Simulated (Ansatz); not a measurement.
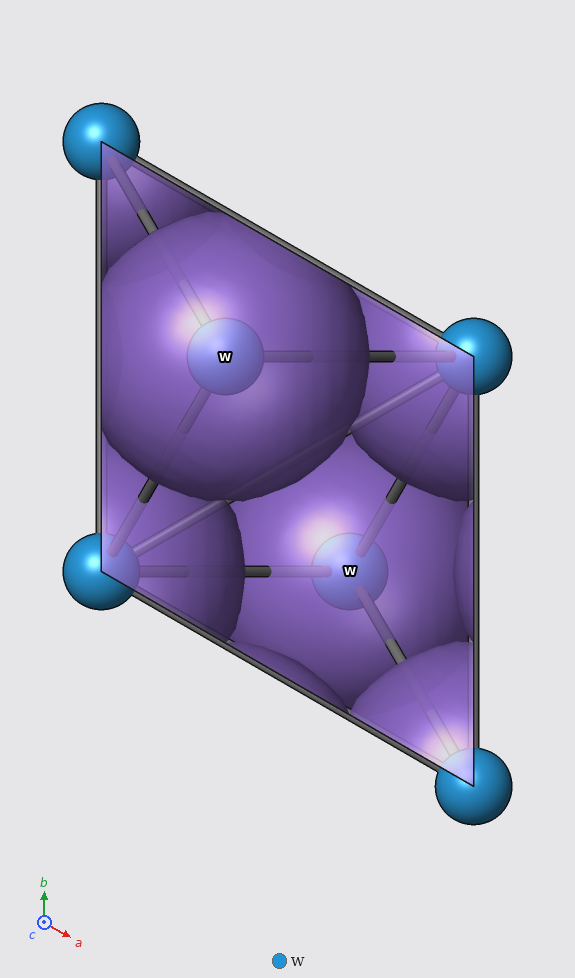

W. Isosurface of the valence electron density at 0.8 e/Å³ (purple), seen along the c axis. Sticks mark near contacts.

Space group P-3m1; computed pressure about −14 GPa in this cell.

These are results of Ansatz 0.2.0, DFT r2SCAN, scalar-relativistic, plane waves, PAW, not measurements.

The density is the valence pseudo-density of a PAW calculation; it isn't the true density close to the nuclei.

```yaml
crystal:
  lattice:
    - [2.03000, -2.03000, 0.00000]
    - [0.00000, 2.03000, -2.03000]
    - [9.27470, 9.27470, 9.27470]
  atoms:
    - { symbol: W, position: [0.66667, 0.33333, 0.63521] }
    - { symbol: W, position: [0.33333, 0.66667, 0.36479] }
    - { symbol: W, position: [0.00000, 0.00000, 0.78113] }
    - { symbol: W, position: [0.66667, 0.33333, 0.07296] }
    - { symbol: W, position: [0.33333, 0.66667, 0.92704] }
    - { symbol: W, position: [0.00000, 0.00000, 0.21887] }
```

What does this surface tell about the bonding?

At this value the density breaks into separate islands; it holds about 65 % of the electrons treated as valence (semicore included). It bridges none of the near contacts. It is pinched off along the sampled W–W (2.87 Å) contacts. On the grid the lowest density along these lines, outside the cores, is 0.34 e/Å³ (W–W, 2.87 Å).

Does the calculation give a band gap?

It is metallic or semimetallic at this level of theory: no gap opens.
